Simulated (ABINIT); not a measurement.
Single-point calculation, with input and output: NiSi2

System: NiSi2 (Fm-3m, 3 atoms in the cell).
Method: Kohn-Sham DFT of a periodic cell, revPBE, JTH PAW PBE v2.0, spin-polarised (ABINIT 10.8.3).

The structure derives from an entry of the Crystallography Open Database.

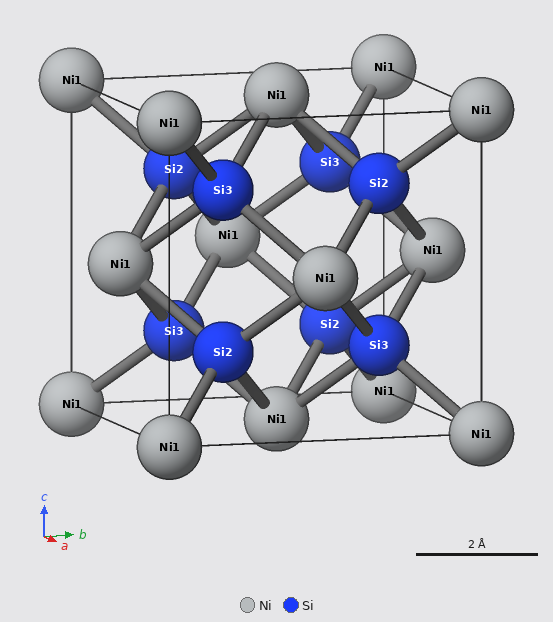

*The structure (ball-and-stick view of the cell 4 times as large as that of the calculation, set on its symmetry axes, seen slightly off an axis; atoms are numbered from 1 in the order of the input). An atom can appear more than once, as a periodic image.*

Near neighbours in the periodic cell (some may lie outside the picture): Ni has 8 Si at 2.34 Å; Si has 4 Ni at 2.34 Å.

Input file
```
# Pseudopotentials
pp_dirpath "./"
pseudos "Ni.GGA_PBE-JTH.xml, Si.GGA_PBE-JTH.xml"

# Structure
acell 3*1.0 Angstrom
rprim
     0.0000000000     2.7030000000     2.7030000000
     2.7030000000     0.0000000000     2.7030000000
     2.7030000000     2.7030000000     0.0000000000
ntypat 2
znucl 28 14
natom 3
typat 1 2 2
xred
     0.0000000000     0.0000000000     0.0000000000
     0.7500000000     0.7500000000     0.7500000000
     0.2500000000     0.2500000000     0.2500000000

# Plane-wave basis
ecut 49.0
pawecutdg 73.5
pawxcdev 0

# k points
kptopt 1
ngkpt 7 7 7
nshiftk 1
shiftk 0.0 0.0 0.0

# Exchange and correlation
ixc 14

# Bands and occupations
nband 18
occopt 3
tsmear 0.00183747

# Spin
nsppol 2
spinat
     0.0000000000     0.0000000000     1.0000000000
     0.0000000000     0.0000000000     0.0000000000
     0.0000000000     0.0000000000     0.0000000000

# SCF cycle
nstep 100
tolvrs 1.0e-9

# Output
iomode 3
prtwf 0
prteig 0
prtebands 0
prtden 1
prtvha 1
prtvclmb 1
prtpot 1
```

Hardware: 1 thread of Intel Xeon @ 2.50GHz (Skylake/Cascade Lake), 16 GiB of memory available, shared host.

Command:
```bash
abinit run.abi > log 2>&1
```

Log
```
.Version 10.8.3 of ABINIT
 Symmetries : space group Fm -3 m (#225); Bravais cF (face-center cubic)
================================================================================
 Values of the parameters that define the memory need of the present run
     intxc =       0    ionmov =       0      iscf =      17    lmnmax =      18
     lnmax =       6     mgfft =      48  mpssoang =       3    mqgrid =    3001
     natom =       3  nloc_mem =       2    nspden =       2   nspinor =       1
    nsppol =       2      nsym =      48    n1xccc =       1    ntypat =       2
    occopt =       3   xclevel =       2
       mpw =        4390          nfft =      110592          nkpt =          20
 PAW method is used; the additional fine FFT grid is defined by:
   mgfftf=        60    nfftf =    216000
================================================================================
================================================================================

--------------------------------------------------------------------------------
------------- Echo of variables that govern the present computation ------------
--------------------------------------------------------------------------------
 -outvars: echo values of preprocessed input variables --------
            acell      1.8897261259E+00  1.8897261259E+00  1.8897261259E+00 Bohr
              amu      5.86900000E+01  2.80855000E+01
             ecut      4.90000000E+01 Hartree
              ixc          14
         kptrlatt        7    0    0      0    7    0      0    0    7
          kptrlen      5.05659244E+01
            natom           3
            nband          18
            ngfft          48      48      48
          ngfftdg          60      60      60
             nkpt          20
           nspden           2
           nsppol           2
            nstep         100
             nsym          48
           ntypat           2
           occopt           3
        pawecutdg      7.35000000E+01 Hartree
         pawxcdev           0
        prtebands           0
           prteig           0
           prtpot           1
         prtvclmb           1
           prtvha           1
            prtwf           0
            rprim      0.0000000000E+00  2.7030000000E+00  2.7030000000E+00
                       2.7030000000E+00  0.0000000000E+00  2.7030000000E+00
                       2.7030000000E+00  2.7030000000E+00  0.0000000000E+00
          spgroup         225
           spinat      0.0000000000E+00  0.0000000000E+00  1.0000000000E+00
                       0.0000000000E+00  0.0000000000E+00  0.0000000000E+00
                       0.0000000000E+00  0.0000000000E+00  0.0000000000E+00
           tolvrs      1.00000000E-09
           tsmear      1.83747000E-03 Hartree
            typat      1  2  2
           useylm           1
           xangst      0.0000000000E+00  0.0000000000E+00  0.0000000000E+00
                       4.0545000000E+00  4.0545000000E+00  4.0545000000E+00
                       1.3515000000E+00  1.3515000000E+00  1.3515000000E+00
            xcart      0.0000000000E+00  0.0000000000E+00  0.0000000000E+00
                       7.6618945775E+00  7.6618945775E+00  7.6618945775E+00
                       2.5539648592E+00  2.5539648592E+00  2.5539648592E+00
             xred      0.0000000000E+00  0.0000000000E+00  0.0000000000E+00
                       7.5000000000E-01  7.5000000000E-01  7.5000000000E-01
                       2.5000000000E-01  2.5000000000E-01  2.5000000000E-01
            znucl       28.00000   14.00000

================================================================================

 chkinp: Checking input parameters for consistency.

================================================================================
== DATASET  1 ==================================================================

--- !DatasetInfo
iteration_state: {dtset: 1, }
dimensions: {natom: 3, nkpt: 20, mband: 18, nsppol: 2, nspinor: 1, nspden: 2, mpw: 4390, }
cutoff_energies: {ecut:  49.0, pawecutdg:  73.5, }
electrons: {nelect:   2.60000000E+01, charge:   0.00000000E+00, occopt:   3.00000000E+00, tsmear:   1.83747000E-03, }
meta: {optdriver: 0, ionmov: 0, optcell: 0, iscf: 17, paral_kgb: 0, }
...

 Exchange-correlation functional for the present dataset will be:
  GGA: revPBE functional - ixc=14
  Zhang and Yang, PRL 80, 890 (1998)

 Real(R)+Recip(G) space primitive vectors, cartesian coordinates (Bohr,Bohr^-1):
 R(1)=  0.0000000  5.1079297  5.1079297  G(1)= -0.0978870  0.0978870  0.0978870
 R(2)=  5.1079297  0.0000000  5.1079297  G(2)=  0.0978870 -0.0978870  0.0978870
 R(3)=  5.1079297  5.1079297  0.0000000  G(3)=  0.0978870  0.0978870 -0.0978870
 Unit cell volume ucvol=  2.6654144E+02 bohr^3
 Angles (23,13,12)=  6.00000000E+01  6.00000000E+01  6.00000000E+01 degrees

 Coarse grid specifications (used for wave-functions):

 getcut: wavevector=  0.0000  0.0000  0.0000  ngfft=  48  48  48
         ecut(hartree)=     49.000   => boxcut(ratio)=   2.10872

 Fine grid specifications (used for densities):

 getcut: wavevector=  0.0000  0.0000  0.0000  ngfft=  60  60  60
         ecut(hartree)=     73.500   => boxcut(ratio)=   2.15220

--- Pseudopotential description ------------------------------------------------
- pspini: atom type   1  psp file is ./Ni.GGA_PBE-JTH.xml
 Pseudopotential format is: paw10
 basis_size (lnmax)=  6 (lmn_size= 18), orbitals=   0   0   1   1   2   2
 Spheres core radius: rc_sph= 1.81432190
 Shapefunction is SIN type: shapef(r)=[sin(pi*r/rshp)/(pi*r/rshp)]**2
 Radius for shape functions =  1.60094920
 Compensation charge density is not taken into account in XC energy/potential

- pspini: atom type   2  psp file is ./Si.GGA_PBE-JTH.xml
 Pseudopotential format is: paw10
 basis_size (lnmax)=  4 (lmn_size=  8), orbitals=   0   0   1   1
 Spheres core radius: rc_sph= 1.90944987
 Shapefunction is BESSEL type: shapef(r,l)=aa(1,l)*jl(q(1,l)*r)+aa(2,l)*jl(q(2,l)*r)
 Radius for shape functions =  1.60149249
 Compensation charge density is not taken into account in XC energy/potential

   8.17877019E+02                                ecore*ucvol(ha*bohr**3)
--------------------------------------------------------------------------------

================================================================================

--- !BeginCycle
iteration_state: {dtset: 1, }
solver: {iscf: 17, nstep: 100, nline: 4, wfoptalg: 10, }
tolerances: {tolvrs: 1.00E-09, }
...

     iter   Etot(hartree)      deltaE(h)  residm     nres2   difmagsph maxmagsph
 ETOT  1  -175.19326959251    -1.752E+02 1.190E+01 1.227E+02 3.033E-01 3.033E-01
 ETOT  2  -179.17451618276    -3.981E+00 7.712E-02 6.229E+02 2.686E-01 3.471E-02
 ETOT  3  -178.79756947926     3.769E-01 5.755E-02 6.198E+01 5.859E-02 9.329E-02
 ETOT  4  -178.75554448725     4.202E-02 1.860E-02 6.195E+00 2.080E-02 1.141E-01
 ETOT  5  -178.74932404278     6.220E-03 5.513E-03 7.839E-01 5.432E-02 5.977E-02
 ETOT  6  -178.75335639777    -4.032E-03 5.037E-03 7.678E+00 4.479E-02 1.498E-02
 ETOT  7  -178.75118812886     2.168E-03 7.065E-03 2.949E+00 3.120E-02 1.622E-02
 ETOT  8  -178.75069659067     4.915E-04 9.945E-04 6.090E-02 1.217E-02 4.043E-03
 ETOT  9  -178.75101928403    -3.227E-04 2.446E-03 2.712E-02 5.650E-03 1.607E-03
 ETOT 10  -178.75105314825    -3.386E-05 6.446E-04 1.173E-02 2.481E-03 8.739E-04
 ETOT 11  -178.75106126906    -8.121E-06 6.061E-04 1.988E-04 4.228E-04 1.297E-03
 ETOT 12  -178.75106866597    -7.397E-06 4.584E-04 2.435E-04 9.614E-04 3.353E-04
 ETOT 13  -178.75107093943    -2.273E-06 4.489E-04 2.415E-05 1.085E-04 2.268E-04
 ETOT 14  -178.75107206495    -1.126E-06 2.907E-04 7.269E-06 4.793E-05 1.789E-04
 ETOT 15  -178.75107266246    -5.975E-07 2.796E-04 1.084E-06 1.518E-04 2.703E-05
 ETOT 16  -178.75107299957    -3.371E-07 1.645E-04 2.069E-06 2.992E-06 3.002E-05
 ETOT 17  -178.75107319896    -1.994E-07 1.572E-04 1.453E-07 1.524E-05 1.478E-05
 ETOT 18  -178.75107331789    -1.189E-07 8.707E-05 6.699E-07 4.292E-06 1.049E-05
 ETOT 19  -178.75107338948    -7.159E-08 8.316E-05 2.229E-07 7.664E-07 9.724E-06
 ETOT 20  -178.75107343282    -4.334E-08 4.453E-05 5.071E-07 4.001E-07 9.324E-06
 ETOT 21  -178.75107345913    -2.631E-08 4.266E-05 1.631E-07 1.989E-05 1.057E-05
 ETOT 22  -178.75107347513    -1.600E-08 2.243E-05 3.147E-07 3.911E-06 1.448E-05
 ETOT 23  -178.75107348495    -9.817E-09 2.156E-05 1.941E-07 1.271E-06 1.321E-05
 ETOT 24  -178.75107349093    -5.984E-09 1.122E-05 3.437E-07 8.249E-07 1.238E-05
 ETOT 25  -178.75107349458    -3.650E-09 1.082E-05 2.520E-07 3.176E-07 1.270E-05
 ETOT 26  -178.75107349687    -2.290E-09 5.596E-06 3.907E-07 3.197E-06 9.502E-06
 ETOT 27  -178.75107349823    -1.354E-09 5.430E-06 2.418E-07 5.105E-06 4.396E-06
 ETOT 28  -178.75107349909    -8.606E-10 2.792E-06 3.003E-07 6.512E-07 3.745E-06
 ETOT 29  -178.75107349961    -5.278E-10 2.721E-06 2.812E-07 4.870E-07 3.258E-06
 ETOT 30  -178.75107349994    -3.201E-10 1.394E-06 2.929E-07 7.869E-07 4.045E-06
 ETOT 31  -178.75107350012    -1.874E-10 1.363E-06 2.175E-07 1.052E-06 2.993E-06
 ETOT 32  -178.75107350024    -1.128E-10 6.986E-07 2.325E-07 9.303E-07 3.923E-06
 ETOT 33  -178.75107350031    -7.702E-11 6.845E-07 1.806E-07 1.390E-07 3.784E-06
 ETOT 34  -178.75107350036    -5.122E-11 3.476E-07 1.430E-07 1.540E-06 2.244E-06
 ETOT 35  -178.75107350039    -2.515E-11 3.435E-07 1.658E-07 1.383E-07 2.382E-06
 ETOT 36  -178.75107350042    -2.939E-11 1.745E-07 1.114E-07 2.037E-06 3.453E-07
 ETOT 37  -178.75107350045    -3.308E-11 1.717E-07 1.785E-09 6.942E-07 1.039E-06
 ETOT 38  -178.75107350046    -5.826E-12 8.770E-08 1.922E-10 4.024E-07 6.371E-07

 At SCF step   38       nres2   =  1.92E-10 < tolvrs=  1.00E-09 =>converged.

 Cartesian components of stress tensor (hartree/bohr^3)
  sigma(1 1)= -1.72508117E-04  sigma(3 2)=  0.00000000E+00
  sigma(2 2)= -1.72508117E-04  sigma(3 1)=  0.00000000E+00
  sigma(3 3)= -1.72508117E-04  sigma(2 1)=  0.00000000E+00

--- !ResultsGS
iteration_state: {dtset: 1, }
comment   : Summary of ground state results
lattice_vectors:
- [  0.0000000,   5.1079297,   5.1079297, ]
- [  5.1079297,   0.0000000,   5.1079297, ]
- [  5.1079297,   5.1079297,   0.0000000, ]
lattice_lengths: [   7.22370,    7.22370,    7.22370, ]
lattice_angles: [ 60.000,  60.000,  60.000, ] # degrees, (23, 13, 12)
lattice_volume:   2.6654144E+02
convergence: {deltae: -5.826E-12, res2:  1.922E-10, residm:  8.770E-08, diffor: null, }
etotal    :  -1.78751074E+02
entropy   :   0.00000000E+00
fermie    :   3.87476262E-01
cartesian_stress_tensor: # hartree/bohr^3
- [ -1.72508117E-04,   0.00000000E+00,   0.00000000E+00, ]
- [  0.00000000E+00,  -1.72508117E-04,   0.00000000E+00, ]
- [  0.00000000E+00,   0.00000000E+00,  -1.72508117E-04, ]
pressure_GPa:   5.0754E+00
xred      :
- [  0.0000E+00,   0.0000E+00,   0.0000E+00, Ni]
- [  7.5000E-01,   7.5000E-01,   7.5000E-01, Si]
- [  2.5000E-01,   2.5000E-01,   2.5000E-01, Si]
cartesian_forces: # hartree/bohr
- [  6.86393248E-32,   6.86393248E-32,  -6.86393248E-32, ]
- [ -2.65977383E-31,  -8.57991559E-33,   8.57991559E-33, ]
- [  1.97338059E-31,  -6.00594092E-32,   6.00594092E-32, ]
force_length_stats: {min:   1.18886798E-31, max:   2.66254011E-31, mean:   1.99993874E-31, }
...

 Integrated electronic and magnetization densities in atomic spheres:
 ------------------------------------------------------------------------------------------------------------
 Radius=ratsph(iatom), smearing ratsm=  0.0000. Diff(up-dn)=approximate z local magnetic moment.
    Atom    Radius    up_density   dn_density  Total(up+dn)  Diff(up-dn)
    1 Ni   1.81432     7.981357     7.981356     15.962713     0.000001
    2 Si   1.90945     0.750786     0.750786      1.501572     0.000000
    3 Si   1.90945     0.750786     0.750786      1.501572     0.000000
 ------------------------------------------------------------------------------------------------------------
  Sum:                 9.482929     9.482928     18.965857     0.000001
 Total magnetization (from the atomic spheres):                0.000001
 Total magnetization (exact up - dn):                          0.000001

================================================================================

 ----iterations are completed or convergence reached----

 Mean square residual over all n,k,spin=   23.743E-11; max=  87.702E-09
 reduced coordinates (array xred) for    3 atoms
       0.000000000000      0.000000000000      0.000000000000
       0.750000000000      0.750000000000      0.750000000000
       0.250000000000      0.250000000000      0.250000000000
 rms dE/dt=  9.3586E-31; max dE/dt=  2.1036E-30; dE/dt below (all hartree)
    1       0.000000000000      0.000000000000      0.000000000000
    2       0.000000000000      0.000000000000      0.000000000000
    3       0.000000000000     -0.000000000000      0.000000000000

 cartesian coordinates (angstrom) at end:
    1      0.00000000000000     0.00000000000000     0.00000000000000
    2      4.05450000000000     4.05450000000000     4.05450000000000
    3      1.35150000000000     1.35150000000000     1.35150000000000

 cartesian forces (hartree/bohr) at end:
    1      0.00000000000000     0.00000000000000    -0.00000000000000
    2     -0.00000000000000    -0.00000000000000     0.00000000000000
    3      0.00000000000000    -0.00000000000000     0.00000000000000
 frms,max,avg= 1.2073011E-31 2.6597738E-31   0.000E+00  0.000E+00  0.000E+00 h/b

 cartesian forces (eV/Angstrom) at end:
    1      0.00000000000000     0.00000000000000    -0.00000000000000
    2     -0.00000000000000    -0.00000000000000     0.00000000000000
    3      0.00000000000000    -0.00000000000000     0.00000000000000
 frms,max,avg= 6.2081921E-30 1.3677107E-29   0.000E+00  0.000E+00  0.000E+00 e/A
 length scales=  1.889726125908  1.889726125908  1.889726125908 bohr
              =  1.000000000000  1.000000000000  1.000000000000 angstroms
 Fermi (or HOMO) energy (hartree) =   0.38748   Average Vxc (hartree)=  -0.42658
 Magnetization (Bohr magneton)=  6.34828977E-07
 Total spin up =  1.30000003E+01   Total spin down =  1.29999997E+01
 Eigenvalues (hartree) for nkpt=  20  k points, SPIN UP:
 kpt#   1, nband= 18, wtk=  0.00292, kpt=  0.0000  0.0000  0.0000 (reduced coord)
  -3.46139   -2.00372   -2.00372   -2.00372   -0.12184    0.19678    0.19678    0.19678
   0.25977    0.25977    0.37844    0.45134    0.45134    0.45134    0.47309    0.47309
   0.47309    0.56190
      occupation numbers for kpt#   1
   1.00000    1.00000    1.00000    1.00000    1.00000    1.00000    1.00000    1.00000
   1.00000    1.00000    0.99273    0.00000    0.00000    0.00000    0.00000    0.00000
   0.00000    0.00000
 prteigrs : prtvol=0 or 1, do not print more k-points.

 Eigenvalues (hartree) for nkpt=  20  k points, SPIN DOWN:
 kpt#   1, nband= 18, wtk=  0.00292, kpt=  0.0000  0.0000  0.0000 (reduced coord)
  -3.46139   -2.00372   -2.00372   -2.00372   -0.12184    0.19678    0.19678    0.19678
   0.25977    0.25977    0.37844    0.45134    0.45134    0.45134    0.47309    0.47309
   0.47309    0.56190
      occupation numbers for kpt#   1
   1.00000    1.00000    1.00000    1.00000    1.00000    1.00000    1.00000    1.00000
   1.00000    1.00000    0.99273    0.00000    0.00000    0.00000    0.00000    0.00000
   0.00000    0.00000
 prteigrs : prtvol=0 or 1, do not print more k-points.

--- !EnergyTerms
iteration_state     : {dtset: 1, }
comment             : Components of total free energy in Hartree
kinetic             :  3.21713601855516E+01
hartree             :  6.48174624133020E+01
xc                  : -1.15658632074648E+01
Ewald energy        : -9.28967318822433E+01
psp_core            :  3.06847981235476E+00
local_psp           : -1.72192333440255E+02
PAW spherical_terms : -2.15319234682987E+00
internal            : -1.78750818465585E+02
'-kT*entropy'       : -2.54049914425132E-04
total_energy        : -1.78751072515499E+02
total_energy_eV     : -4.86406447610260E+03
...

--- !EnergyTermsDC
iteration_state     : {dtset: 1, }
comment             : '"Double-counting" decomposition of free energy'
band_energy         : -1.52661594608819E+01
Ewald energy        : -9.28967318822433E+01
psp_core            :  3.06847981235476E+00
xc_dc               : -6.41580271857624E+01
PAW spherical_terms : -9.49838073400959E+00
internal            : -1.78750819450542E+02
'-kT*entropy'       : -2.54049914425132E-04
total_energy_dc     : -1.78751073500457E+02
total_energy_dc_eV  : -4.86406450290467E+03
...

--- !EnergyTermsWithPAWCore
iteration_state     : {dtset: 1, }
comment             : 'Components of total free energy, including PAW core contributions'
Total energy        : -2.10119702859751E+03
Total energy DC     : -2.10119702958247E+03
Total energy (eV)   : -5.71764839240744E+04
Total energy DC (eV): -5.71764839508765E+04
...

 Cartesian components of stress tensor (hartree/bohr^3)
  sigma(1 1)= -1.72508117E-04  sigma(3 2)=  0.00000000E+00
  sigma(2 2)= -1.72508117E-04  sigma(3 1)=  0.00000000E+00
  sigma(3 3)= -1.72508117E-04  sigma(2 1)=  0.00000000E+00

-Cartesian components of stress tensor (GPa)         [Pressure=  5.0754E+00 GPa]
- sigma(1 1)= -5.07536402E+00  sigma(3 2)=  0.00000000E+00
- sigma(2 2)= -5.07536402E+00  sigma(3 1)=  0.00000000E+00
- sigma(3 3)= -5.07536402E+00  sigma(2 1)=  0.00000000E+00

== END DATASET(S) ==============================================================
================================================================================

 -outvars: echo values of variables after computation  --------
            acell      1.8897261259E+00  1.8897261259E+00  1.8897261259E+00 Bohr
           etotal     -1.7875107350E+02
            fcart      6.8639324756E-32  6.8639324756E-32 -6.8639324756E-32
                      -2.6597738343E-31 -8.5799155944E-33  8.5799155944E-33
                       1.9733805867E-31 -6.0059409161E-32  6.0059409161E-32
            rprim      0.0000000000E+00  2.7030000000E+00  2.7030000000E+00
                       2.7030000000E+00  0.0000000000E+00  2.7030000000E+00
                       2.7030000000E+00  2.7030000000E+00  0.0000000000E+00
           strten     -1.7250811674E-04 -1.7250811674E-04 -1.7250811674E-04
                       0.0000000000E+00  0.0000000000E+00  0.0000000000E+00
           xangst      0.0000000000E+00  0.0000000000E+00  0.0000000000E+00
                       4.0545000000E+00  4.0545000000E+00  4.0545000000E+00
                       1.3515000000E+00  1.3515000000E+00  1.3515000000E+00
             xred      0.0000000000E+00  0.0000000000E+00  0.0000000000E+00
                       7.5000000000E-01  7.5000000000E-01  7.5000000000E-01
                       2.5000000000E-01  2.5000000000E-01  2.5000000000E-01
 Calculation completed.
```

Summary

| quantity | value |
| --- | --- |
| outcome | converged |
| space group (tolerance 0.01 Å) | Fm-3m (225) |
| electrons treated | 26 |
| free energy | −4864.0645 eV |
| Fermi energy | 10.544 eV |
| gap on the k-point mesh | none (metallic) |
| net moment of the cell | 0.00 μB |
| pressure | 5.08 GPa |
| largest force (length of the vector) | under 0.001 eV/Å |
| wall time | 7.7 min |
| peak memory | 0.31 GiB |

Remarks

The cell is under a pressure of 5.1 GPa at this level, so it is not at its equilibrium volume.
